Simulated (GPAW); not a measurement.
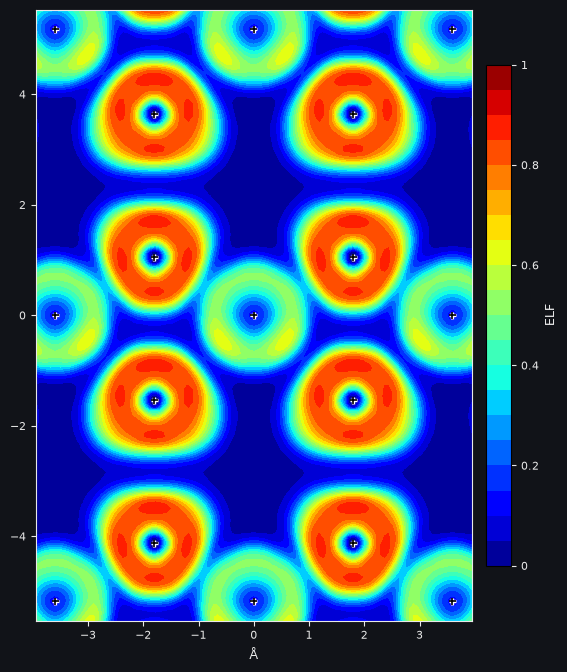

The electron localisation function on a plane through atoms (crosses mark nuclei in the plane).

Theory: Kohn-Sham DFT of a periodic cell, revPBE, GPAW PAW data sets (gpaw-data 1.2.1) (GPAW 26.7.0).

Candidates:
A. HfO$_{2}$, a = 4.81 Å, b = 4.81 Å, c = 3.21 Å, α = 90.00°, β = 90.00°, γ = 90.00°. Space group P4₂/mnm; a structure from a database of computed crystals, not necessarily the ambient phase; computed pressure about 13 GPa in this cell.
B. GaSb, a = 6.12 Å, b = 6.12 Å, c = 6.12 Å, α = 90.00°, β = 90.00°, γ = 90.00°. Space group F-43m; computed pressure about 4 GPa in this cell.
C. ZrO$_{2}$, a = 3.60 Å, b = 3.60 Å, c = 5.18 Å, α = 90.00°, β = 90.00°, γ = 90.00°. Space group P4₂/nmc; computed pressure about 6 GPa in this cell.

Question: Which system is this?

Answer: Candidate C: ZrO$_{2}$ on the (100) plane of the conventional cell, which holds Zr and O. Zr–O (2.08 Å): the ELF peaks at about 0.85 in the valence shell of O, 0.6 Å from its nucleus, and drops to about 0.30 between the two atoms. Zr–O (2.37 Å): the ELF peaks at about 0.85 in the valence shell of O, 0.7 Å from its nucleus, and drops to about 0.15 between the two atoms; no shared electron pair shows on this line.
